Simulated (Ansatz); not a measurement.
**Si: density, localisation and related maps**

```cif
data_structure
_symmetry_space_group_name_H-M 'P 1'
_symmetry_Int_Tables_number 1
_cell_length_a 3.8402
_cell_length_b 3.8402
_cell_length_c 12.6247
_cell_angle_alpha 90.000
_cell_angle_beta 90.000
_cell_angle_gamma 120.000
_cell_volume 161.23
loop_
_atom_site_label
_atom_site_type_symbol
_atom_site_fract_x
_atom_site_fract_y
_atom_site_fract_z
_atom_site_occupancy
Si1 Si 0.00000 0.00000 0.40680 1
Si2 Si 0.00000 0.00000 0.90680 1
Si3 Si 0.00000 0.00000 0.09320 1
Si4 Si 0.00000 0.00000 0.59320 1
Si5 Si 0.33333 0.66667 0.34408 1
Si6 Si 0.66667 0.33333 0.84408 1
Si7 Si 0.33333 0.66667 0.15592 1
Si8 Si 0.66667 0.33333 0.65592 1
```

Space group P6₃/mmc.

Level of theory: DFT r2SCAN, scalar-relativistic, plane waves, PAW in Ansatz 0.2.0.

In a PAW calculation such maps are meaningful between the atoms, not at the nuclei.

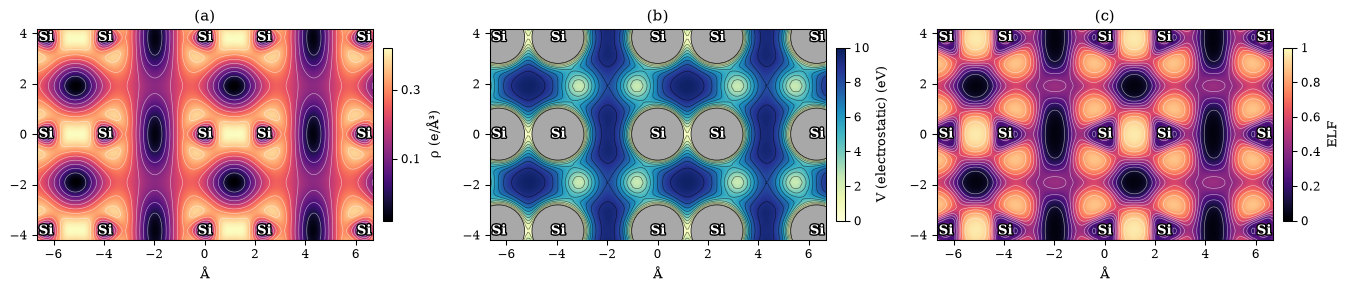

Figure 1. (a) valence charge density (pseudo); (b) electrostatic potential (local pseudopotential plus Hartree) felt by an electron; (c) electron localisation function on the (11̄0) plane of the conventional cell. Grey discs cover the atomic cores in the potential map.

Describe what can be read from this map.

Answer.
- Atoms in the plane: Si.
- Si–Si (2.35 Å): the density is about 0.58 e/Å³ at the midpoint; the ELF peaks at about 0.95 between the atoms; localised, covalent bonding.
- Between the atoms the lowest density in this plane is 0.04 e/Å³.
- Outside the cores the potential energy rises away from the atoms and is highest about 2.2 Å from the nearest atoms; its zero is arbitrary.

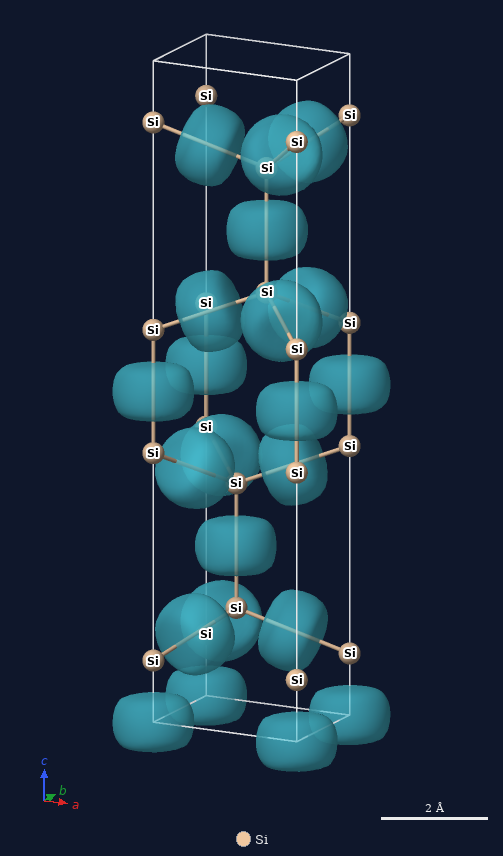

Figure 2. Isosurface of the electron localisation function at 0.75 (cyan), seen slightly off an axis. Core shells and regions of very low density are left out. Sticks mark near contacts.

Describe the localisation domains.

Answer. At this value the surface marks out 16 regions between bonded Si–Si atoms (shared pairs), counted in one cell of 8 atoms. Any copies at cell faces, edges or corners count once.

Does the calculation give a band gap?

Answer. It is gapped, with a Kohn–Sham gap of 0.77 eV on the k-point mesh (the band edges may lie off the mesh, which would make the gap smaller).
